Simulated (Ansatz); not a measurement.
Geometry relaxation, with input and output: ZnS

ZnS (P6₃mc, 4 atoms in the cell), computed with DFT with r2SCAN, PAW plane waves, no spin polarisation (Ansatz 0.2.0).

The structure derives from an entry of the Crystallography Open Database.

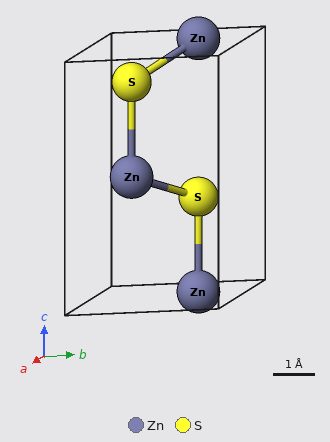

Fig. 1: The input geometry (ball-and-stick view of the cell of the calculation, seen slightly off an axis). Near neighbours in the crystal (not all of them lie inside the picture): Zn has 4 S at 2.38 Å; S has 4 Zn at 2.38 Å.

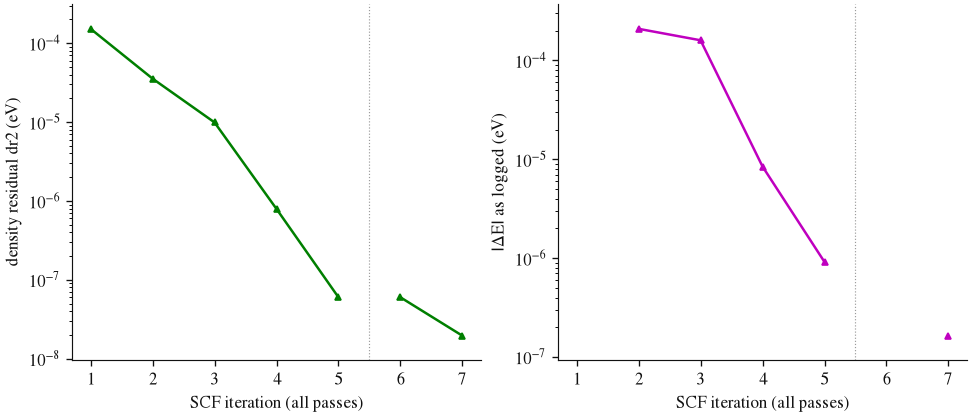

Fig. 2: Convergence of the self-consistent field: density residual dr2 and size of the energy change against the SCF iteration. Dotted lines part the SCF passes that the log prints in full.

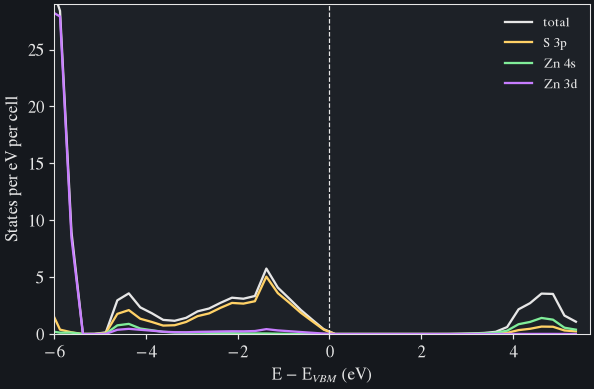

Fig. 3: Density of states (projected on Löwdin-orthogonalised atomic shells), with energies from the valence-band top. There is a gap of 2.52 eV on the k-point mesh.

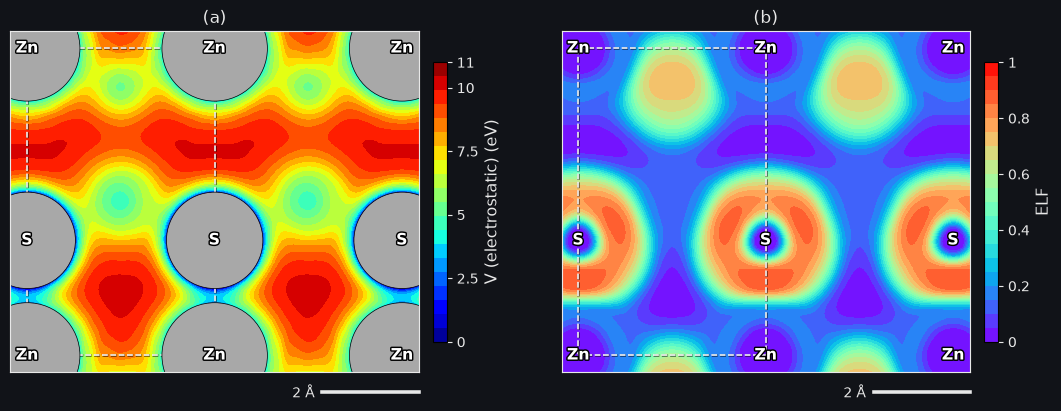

Fig. 4: (a) electrostatic potential (local pseudopotential plus Hartree) felt by an electron; (b) ELF on the (100) plane of the conventional cell. Grey discs, where drawn, cover atomic cores. The plane passes through Zn and S nuclei. Zn–S (2.38 Å): the ELF is about 0.60 at the midpoint. Outside the cores the potential energy rises away from the atoms and is highest about 2.2 Å from the nearest atoms; outside the discs it spans about 9 eV, and its zero is arbitrary. In a PAW calculation such maps are meaningful between the atoms, not at the nuclei.

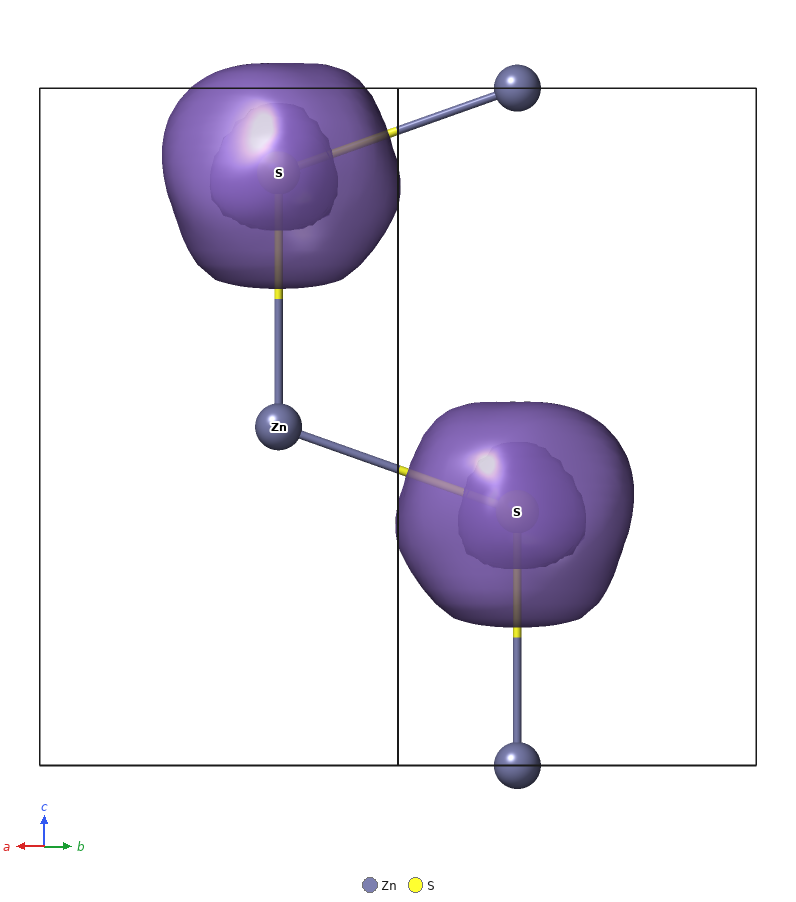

Fig. 5: Isosurface of the electron localisation function at 0.75 (purple), seen along [110]. Core shells and regions of very low density are left out. Sticks mark near contacts. The outline is the cell set on symmetry axes. Values along the shortest contacts: Zn–S (2.38 Å): the ELF is about 0.60 at the midpoint.

These pictures come from the run below.

## Input file
```yaml
crystal:
  lattice:
    - [3.87976658, 0.0, 0.0]
    - [-1.93988329, 3.35998118, 0.0]
    - [0.0, 0.0, 6.35416189]
  atoms:
    - { symbol: Zn, position: [0.3333, 0.6667, 0.0] }
    - { symbol: Zn, position: [0.6666, 0.3333, 0.5] }
    - { symbol: S, position: [0.3333, 0.6667, 0.3748] }
    - { symbol: S, position: [0.6666, 0.3333, 0.8748] }
  symmetry: { tolerance: 0.0003 }
kpoints:
  mp_grid: { grid: [12, 12, 4], shift: [0, 0, 0] }
magnetization:
  spin_polarized: false
scf:
  occupations: { method: cold, width: 0.022 }
  lower_state_search: "off"
hamiltonian:
  pseudopotentials: { kind: paw }
  xc: r2scan
basis:
  ecutwfc: 500
  fft_grid_basis: typed
relax:
  max_steps: 40
output:
  forces: true
  stress: true
  eigenvalues: true
  bader: true
  populations: true
  elf: true
  write_potential: true
  volumetric_format: npy
  dos:
    e_range: [-12, 8]
    de: 0.05
    projected: { site_lists: { S: [S], Zn: [Zn] } }
  write_density: true
checkpoint:
  read: saved_state
```

Launch command:
```bash
ansatz run input.yaml --threads 2 --pin off --max-ram 2560MiB --backend cpu --events-out ev --progress --plain --runs-dir out
```

## What the program printed
```
Warning: the atoms were moved onto the symmetric positions of the space group found under crystal.symmetry.tolerance 3.0e-4 (fractional; no operation is sought that the atoms, as they stand in a round, miss by more than twice it, and no atom is moved by as much as it), and the run uses the moved positions. Before a round's move an operation carried an atom to 1.94e-4 Å from where it should land, the largest such distance. Atom 0 (counting from 0) moved farthest, by 2.24e-4 Å; the longest move in fractions of the cell, of whichever atom, is 0.24 of the tolerance, in 1 round. To run the atoms as typed, lower crystal.symmetry.tolerance until the operations that they miss are no longer found, or set crystal.symmetry.detect: false (a key that needs symmetry detection or time reversal refuses this as the deck is read). The positions used, in the order of the run's atom list: position: [0.3333333333333333, 0.6666666666666666, 0.0]; position: [0.6666666666666667, 0.3333333333333333, 0.5]; position: [0.3333333333333333, 0.6666666666666666, 0.3748]; position: [0.6666666666666667, 0.3333333333333333, 0.8748]; The lattice was moved too: crystal.lattice misses the space group found at crystal.symmetry.tolerance 3.0e-4 in a digit that the deck types, which is why this is a warning: making the lattice exact moves one of its numbers by a whole unit of that number's last typed decimal, or more. The operation that it misses by the most changes a squared length by the fraction 2.45e-6. The run uses the lattice that is a stretch of the typed one, with no rotation, onto the one that keeps every operation to a double's rounding (on a very oblique basis the stretch itself rounds by more); the deck's lattice vector that moved farthest moved by 2.75e-6 Å. To run the lattice as typed, set crystal.symmetry.tolerance under 2.45e-6, the least fraction by which an operation that the lattice misses changes a squared length (the same key also sets how far an atom may lie from its image, so lowering it can lose operations that the atoms keep only within it), or set crystal.symmetry.detect: false, as for the atoms. crystal.lattice made exact, in Å and degrees: [[3.8797693287460504, 0.0, 0.0], [-1.9398846643730252, 3.3599787995177786, 0.0], [0.0, 0.0, 6.35416189]]. Pasted over the deck's crystal.lattice, beside positions in fractional coordinates, it runs the same cell (given as lengths and angles, that cell in the form's own orientation, a rigid turn of the misfit's size from the one run here, for which a checkpoint.post_process_only pass over this run's state can be refused: where this run relaxes nothing, give such a pass this deck's own crystal.lattice, as typed; behind a relaxation, as crystal.lattice, the state's own cell, identity.cell in its checkpoint.json), and a matrix so pasted ends this notice, except on a very skew basis of the lattice, where the rounding of the pasted numbers themselves can read as a misfit: the cell is then moved again, and that move is told again. The lattice as run is in this notice's lattice.as_run_ang field (Run.prep()["deck_notices"] in Python, the deck_notice line of an events file, deck_notices of ansatz run --dry-run=json, or deck_notices in record.json in the deck's checkpoint.write directory).
Warning: output.stress: scf.convergence.dr2_threshold = 1e-7 eV (the SCF's general default) is looser than the 4e-10 eV advised for a printed stress (1e-10 eV for each atom of the cell: 4). What an SCF threshold leaves in a stress goes as its square root, and in the free energy as the threshold itself, and one threshold admits the most on a small cell: of the crystals measured, under no hybrid functional and no lock of the moments, on runs that ended without the residual-converged pass, on stresses that held no estimate of that error, the worst erred by over 100 MPa in a component at 1e-7 eV an atom and by under 5 at 1e-10. Every solve of this run answers to scf.convergence.dr2_threshold, and the tensor of one is reported: a single SCF on the reported geometry and on this run's grids (its basis.xc_grid and basis.ecutrho_ratio typed), with scf.convergence.dr2_threshold at 4e-10 eV or tighter, prints it and tightens no other solve. Else set scf.convergence.dr2_threshold to 4e-10 eV or tighter. The threshold is an SCF's pass mark: one that does not reach it within its budget of iterations ends unconverged, or closes short of it on a stop that the run arms, and scf.convergence.dr2_threshold's page says what that costs each kind of run
Engine: ansatz 0.2.0, aarch64-unknown-linux-gnu
Pseudopotentials: kind: paw
Pseudopotential: Zn, paw, valence charge 12, recommended cutoff 500 eV (meta_gga), Zn.paw.azcp
Pseudopotential: S, paw, valence charge 6, recommended cutoff 500 eV (meta_gga), S.paw.azcp
Functional definition: r2SCAN
  parameter k0 = 0.174
  parameter k1 = 0.065
  parameter a1 = 4.9479
  exchange = r2scan_x(k0 = k0, k1 = k1, a1 = a1)
  correlation = r2scan_c
Crystal: 4 atoms, lattice volume = 82.832 Å³
Basis set: ecut = 500 eV, 2093 PW (Γ), exchange–correlation on 120×120×192 points (64 copies of the dense FFT grid, shifted against one another)
Bands: 22, of which v1, the nominal top of the filled ones, is band 18 counted from 1 (17 counted from 0)
Symmetry: 12 space group operations
Space group: P63mc (ITA 186), of the structure as read, at distance tolerance 1.3e-3 Å
k-points: 57 of 576 (time reversal used)
Non-local potential: Zn, projectors of the file, l = 0: 2, l = 1: 2, l = 2: 3, l = 3: 1
Non-local potential: S, projectors of the file, l = 0: 2, l = 1: 2, l = 2: 2
PAW form: soft (Blöchl's): semilocal exchange-correlation on the pseudo side does not see the compensation charge
PAW frozen core: Zn, regenerated for the run's functional (the file was generated under x = pbe(κ = 0.804, μ = 0.2195149727645171), c = pbe(β = 0.06672455060314922))
PAW frozen core: S, regenerated for the run's functional (the file was generated under x = pbe(κ = 0.804, μ = 0.2195149727645171), c = pbe(β = 0.06672455060314922))
PAW one-centre angular grid: Zn, 590 points (default); XC on 261 of its mesh's 2673 points in the sphere
PAW one-centre angular grid: S, 302 points (default); XC on 160 Gauss nodes
Initial density: read from a saved state, or passed on in memory by an earlier SCF of this step, an earlier step, the calling program or the single point that the run made first
Initial wavefunctions: pseudopotential atomic-orbital guess
Functional: x = r2scan, c = r2scan; τ floored in thin density (d = 2e-4 eV/Å³)
iter 1 solved again at ethr=4.66e-7 eV; its pass at ethr=3.10e-3 eV (dr2=1.68e-4 eV) is discarded
SCF iter   1: F=—  HF=-8466.833623 eV  |F-HF|=—  |Δ(HF+E_count)|=         —  Δρ=9.64e-4  dr2=1.52e-4  dr2_τ=6.69e-4  ethr=4.66e-7  ⟨swp⟩=3.0  Hψ=9493  notcnv=0
preconditioner: auto → Resta (q_TF=auto, 2.375 Å⁻¹)  ε∞=5.9  [insulator: Δε(μ)=2.522 eV  Ē_g=11.026 eV  σ=0.022 eV  W_gap=1.00  n_scr=22 (ndim 8)  ℏωp=24.5 eV  f_vac=0.044  D(μ)=0.00/eV (n_scr^D=0)  ε∞_Penn≈5.9]
SCF iter   2: F=—  HF=-8466.833832 eV  |F-HF|=—  |Δ(HF+E_count)|=   2.09e-4  S|Δr|=    0.00e0  Δρ=4.91e-4  dr2=3.55e-5  dr2_τ=1.65e-5  ethr=4.21e-7  ⟨swp⟩=2.0  Hψ=2508  notcnv=0
SCF iter   3: F=—  HF=-8466.833992 eV  |F-HF|=—  |Δ(HF+E_count)|=   1.60e-4  S|Δr|=    0.00e0  Δρ=1.64e-4  dr2=9.89e-6  dr2_τ=1.05e-6  ethr=9.87e-8  ⟨swp⟩=2.0  Hψ=2280  notcnv=0
SCF iter   4: F=—  HF=-8466.834000 eV  |F-HF|=—  |Δ(HF+E_count)|=   8.45e-6  S|Δr|=    0.00e0  Δρ=3.31e-5  dr2=7.91e-7  dr2_τ=2.49e-8  ethr=2.75e-8  ⟨swp⟩=2.0  Hψ=2192  notcnv=0
SCF iter   5: F=-8466.834001 eV  HF=-8466.834001 eV  |F-HF|=1.82e-7  |Δ(HF+E_count)|=   9.15e-7  S|Δr|=    0.00e0  Δρ=1.33e-5  dr2=5.99e-8  dr2_τ=1.76e-8  ethr=2.78e-10  ⟨swp⟩=6.6  Hψ=8948  notcnv=0
SCF 1 converged in 5 iterations: F = -8466.834001 eV  dr2 = 5.99e-8
  greatest PAW one-centre occupation: 0.983 electrons in one spin orbital (limit 2), on the Zn atom at site 0 (counted from 0), in its partial waves of l = 2
relax step   1: F+E_penalty+E_count = -8466.83400119 eV  Δ(F+E_penalty+E_count) = +0.000e0 eV  max|allowed force component| = 3.163e-3 eV/Å  Δτ_max = 0.0000 Å  (5 SCF iters, accepted)
Initial density: handed on by an earlier stage of this run
Initial wavefunctions: those handed on with the density
iter 1 solved again at ethr=1.66e-10 eV; its pass at ethr=3.10e-3 eV (dr2=5.99e-8 eV) is discarded
SCF iter   1: F=—  HF=-8466.834001 eV  |F-HF|=—  |Δ(HF+E_count)|=         —  Δρ=1.33e-5  dr2=5.99e-8  dr2_τ=1.76e-8  ethr=1.66e-10  ⟨swp⟩=1.0  Hψ=5561  notcnv=0
preconditioner: auto → Resta (q_TF=auto, 2.375 Å⁻¹)  ε∞=5.9  [insulator: Δε(μ)=2.523 eV  Ē_g=11.022 eV  σ=0.022 eV  W_gap=1.00  n_scr=22 (ndim 8)  ℏωp=24.5 eV  f_vac=0.045  D(μ)=0.00/eV (n_scr^D=0)  ε∞_Penn≈5.9]
SCF iter   2: F=-8466.834001 eV  HF=-8466.834001 eV  |F-HF|=3.66e-8  |Δ(HF+E_count)|=   1.64e-7  S|Δr|=    0.00e0  Δρ=6.97e-6  dr2=1.95e-8  dr2_τ=2.32e-9  ethr=1.66e-10  ⟨swp⟩=7.5  Hψ=7652  notcnv=0
SCF 2 converged in 2 iterations: F = -8466.834001 eV  dr2 = 1.95e-8
SCF converged after 2 iterations
Stability not checked: this state was not tested for a lower state beside it, because cold or Methfessel-Paxton smearing, or corrected tetrahedra, fill the levels in a way that the test cannot read (fill_not_monotonic; see scf.lower_state_search)
Free energy (F): -8466.834001 eV
Harris-Foulkes:  -8466.834001 eV  (|F-HF|=3.66e-8)
Internal energy: -8466.834001 eV  (E = F + TS)
E sigma→0 (E₀):  -8466.834001 eV
Fermi energy:    6.185064 eV
Step filling:    the computed levels leave a gap of 2.5227 eV = 114.7 smearing widths at the electron count; against every level under it full and every level over it empty, smearing changes F+E_penalty+E_count by +0.00e0 meV and its σ→0 estimate by +0.00e0 meV
--- Per-component energies (eV) ---
  E_band       = -21.591130
  E_kinetic    = 472.265682
  E_local      = -4162.148270  (includes V_loc(G=0)·N_el)
  E_nonlocal   = 1294.279777
  E_hartree    = 1744.091210
  E_xc         = -429.862485
  E_vxc        = -294.059578  (∫ρ·V_xc dr)
  E_paw        = -4921.292380  (= ΣΔE_a)
  E_vpaw       = -834.676268  (= ΣTr[D̂ρ^β])
  E_aug_tail   = -0.000118  (compensation charges beyond the density's cutoff)
  E_vtau       = 14.564591  (kinetic-family band-sum trace: ∫τ·v_τ [+ j·A + Jᵃ·Aᵃ] dr)
  E_ewald      = -2463.582645
  E_core_change = -0.584771  (= ΣΔE_core)
  E_smearing   = -0.000000  (= −TS)
  E_closure    = 0.000000  (closes the sum)
  Σ components = -8466.834001   (vs F -8466.834001, Δ=0.00e0)
--- Forces (eV/Å), atoms counted from 1 ---
  atom   1  Zn     0.00000000    -0.00000000    -0.00314741
  atom   2  Zn     0.00000000     0.00000000    -0.00314741
  atom   3  S      0.00000000    -0.00000000     0.00314735
  atom   4  S     -0.00000000     0.00000000     0.00314735
  max |Σ_I F_I| component: 1.24e-7 eV/Å
--- Stress (GPa, compression-positive) ---
       -3.878063       0.000000      -0.000000
        0.000000      -3.878063       0.000000
       -0.000000       0.000000      -3.823275
  P = ⅓ Tr σ = -3.8598 GPa (-38.598 kbar)
--- Band table (eV; the first three rows and the last of 57) ---
  k-point 0: bands = ["-8.4518", "-7.5875", "-1.4131", "-1.4028", "-1.4028", "-1.3225", "-1.3225", "-0.9754", "-0.9754", "-0.9087", "-0.9087", "-0.7597", "-0.1820", "4.0659", "4.0659", "4.8416", "4.9082", "4.9082", "7.4308", "8.4001", "11.7154", "11.7154"]
  k-point 1: bands = ["-8.3408", "-7.7326", "-1.4121", "-1.3942", "-1.3942", "-1.3376", "-1.3376", "-1.1379", "-0.9633", "-0.9633", "-0.9160", "-0.9160", "0.6754", "3.8051", "4.1810", "4.1810", "4.7756", "4.7756", "8.2951", "8.5524", "11.6624", "11.8058"]
  k-point 2: bands = ["-8.0535", "-8.0535", "-1.3691", "-1.3691", "-1.3691", "-1.3691", "-1.3624", "-1.3624", "-0.9373", "-0.9373", "-0.9373", "-0.9373", "2.1542", "2.1542", "4.4697", "4.4697", "4.4697", "4.4697", "8.8272", "8.8272", "12.1058", "12.1058"]
  k-point 56: bands = ["-7.3635", "-7.3635", "-1.2630", "-1.2630", "-1.2390", "-1.2390", "-1.0354", "-1.0354", "-0.9738", "-0.9738", "-0.6459", "-0.6459", "0.3544", "0.3544", "2.0346", "2.0346", "3.6415", "3.6415", "9.8203", "9.8203", "11.6208", "11.6208"]
--- Relaxed structure (1 steps of the walk, 1 accepted, 0 SCFs on fresh bases) ---
  F+E_penalty+E_count = -8466.83400119 eV   max|allowed force component| = 3.163e-3 eV/Å
  atoms:
    - { symbol: Zn, position: [0.33333333333333337, 0.6666666666666667, 0.0] }
    - { symbol: Zn, position: [0.6666666666666667, 0.33333333333333337, 0.5] }
    - { symbol: S, position: [0.33333333333333337, 0.6666666666666667, 0.3748000000000001] }
    - { symbol: S, position: [0.6666666666666667, 0.33333333333333337, 0.8748] }
--- Löwdin populations: 4 sites ---
  site symbol       q [e]
     0     Zn     10.7020
     1     Zn     10.7020
     2      S      7.1138
     3      S      7.1138
  spilling = 0.010233 (of n_electrons = 36.000000)
--- Bader charges: 4 sites ---
  site symbol  charge [e]  shift [e]
     0     Zn      0.9742     0.0029
     1     Zn      0.9742     0.0029
     2      S     -0.9742     0.0029
     3      S     -0.9742     0.0029
  estimated error of the sums over rays = 3.7e-4 e
```

## Key numbers

```json
{"quantity": "outcome", "value": "converged"}
{"quantity": "space group (tolerance 0.01 Å)", "value": "P6₃mc (186)"}
{"quantity": "electrons treated", "value": "36"}
{"quantity": "free energy", "value": "−8466.8340 eV"}
{"quantity": "Fermi energy", "value": "6.185 eV"}
{"quantity": "gap on the k-point mesh", "value": "2.52 eV"}
{"quantity": "pressure", "value": "−3.86 GPa"}
{"quantity": "final volume", "value": "82.83 Å³"}
{"quantity": "largest force (length of the vector)", "value": "0.003 eV/Å"}
{"quantity": "hardware", "value": "2 threads of Arm Neoverse N1, 16 GiB of memory available, shared host"}
{"quantity": "wall time", "value": "66 s (CPU time 2.2 min)"}
{"quantity": "peak memory", "value": "0.58 GiB"}
```

## Notes

The input already met the tolerances, so nothing moved. The program warns: the SCF threshold is looser than advised for the printed stress; the structure was made exactly symmetric.

## Remarks

The program warns: the SCF threshold is looser than advised for the printed stress; the structure was made exactly symmetric.
